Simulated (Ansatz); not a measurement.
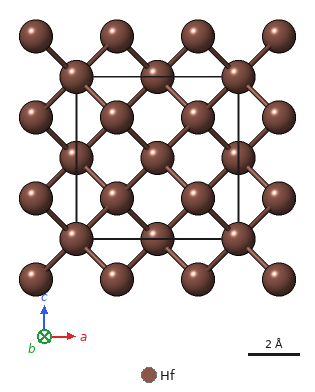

This is the input geometry for a relaxation of solid Hf (built on the diamond_227 type). The picture is a ball-and-stick view of the conventional cell (4 times the calculation's cell), seen along the b axis. Lengths and directions refer to the drawn axes.

Case: diamond type (Fd-3m, No. 227).

All numbers below come from DFT PBEsol, scalar-relativistic, plane waves, PAW in Ansatz 0.2.0.

Input file:
```yaml
crystal:
  lattice:
    - [0.0, 3.2077155658, 3.2077155658]
    - [3.2077155658, 0.0, 3.2077155658]
    - [3.2077155658, 3.2077155658, 0.0]
  atoms:
    - { symbol: Hf, position: [0.0, 0.0, 0.0] }
    - { symbol: Hf, position: [0.25, 0.25, 0.25] }
basis:
  ecutwfc: 420
kpoints:
  mp_grid: { grid: [16, 16, 16] }
hamiltonian:
  xc: pbesol
scf:
  occupations: { method: gaussian, width: 0.1 }
output:
  forces: true
  stress: true
  eigenvalues: true
relax:
  adjacent_minimum: "off"
  f_tol: 0.01
  max_steps: 80
  cell: { stress_tol: 0.05 }
```

### Predict the outcome.

The energy falls by 1.3 meV per atom in 1 accepted move (2 points after the start). All forces vanish by symmetry, so only the cell relaxes. The pressure goes from −0.59 to −0.02 GPa. At 1 point the geometry stayed and the basis and grid were re-selected for the new cell (energy shift of 0.1 meV per atom at most each time). No atom moves by more than 0.005 Å relative to the cell. Cell: a = b = c 6.415 → 6.371 Å (−0.7 %). Volume −2.0 %. Near-neighbour distances that change, for instance: Hf1–Hf2 2.778 → 2.759 Å. The space group stays Fd-3m (No. 227).

Step by step:

```tsv
step	E − E(0), meV/atom	pressure, GPa	volume, Å³/atom	note
0	0.00	-0.59	33.006	
1	-1.43	-0.02	32.331	
2	-1.28	-0.02	32.331	same geometry, new basis
```

Final geometry:

```
CELL_PARAMETERS angstrom
0.00000 3.18570 3.18570
3.18570 0.00000 3.18570
3.18570 3.18570 0.00000
ATOMIC_POSITIONS crystal
Hf 0.00000 0.00000 0.00000
Hf 0.25000 0.25000 0.25000
```
